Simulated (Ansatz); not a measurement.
Hf (Im-3m, No. 229): the input geometry of an electronic-structure calculation (not necessarily at equilibrium); the starting structure was generated, so it need not be a known form of this composition.

```cif
data_structure
_symmetry_space_group_name_H-M 'Im-3m'
_symmetry_Int_Tables_number 229
_cell_length_a 3.5541
_cell_length_b 3.5541
_cell_length_c 3.5541
_cell_angle_alpha 90.000
_cell_angle_beta 90.000
_cell_angle_gamma 90.000
_cell_volume 44.89
loop_
_atom_site_label
_atom_site_type_symbol
_atom_site_symmetry_multiplicity
_atom_site_Wyckoff_symbol
_atom_site_fract_x
_atom_site_fract_y
_atom_site_fract_z
_atom_site_occupancy
Hf1 Hf 2 a 0.00000 0.00000 0.00000 1
```

Question: What will a projected-potential map along [110] show? Computed as the sum of neutral-atom potentials (tabulated electron scattering factors, B = 0.8 Å²) projected along the beam and smoothed by 0.25 Å; brighter is more positive. The display is stretched by a gamma of 0.7; percentages refer to the linear signal.

Answer: The columns repeat on a rectangular net of 1.78 × 2.51 Å (plane group p2mm). All columns are alike (Hf). The shortest distance between visible columns is 1.78 Å in projection. Along the beam the structure repeats every 5.03 Å.

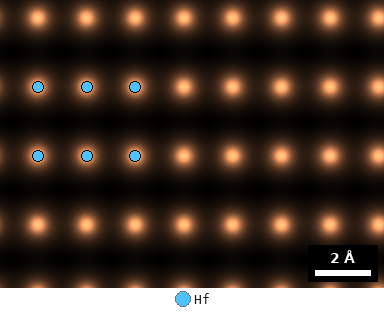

The simulated image, with the columns of the model marked in one corner.

Question: What mean inner potential do neutral atoms give for this crystal?

Answer: About 28 V (the sum of the forward scattering factors over the cell volume; bonding usually lowers the true value).
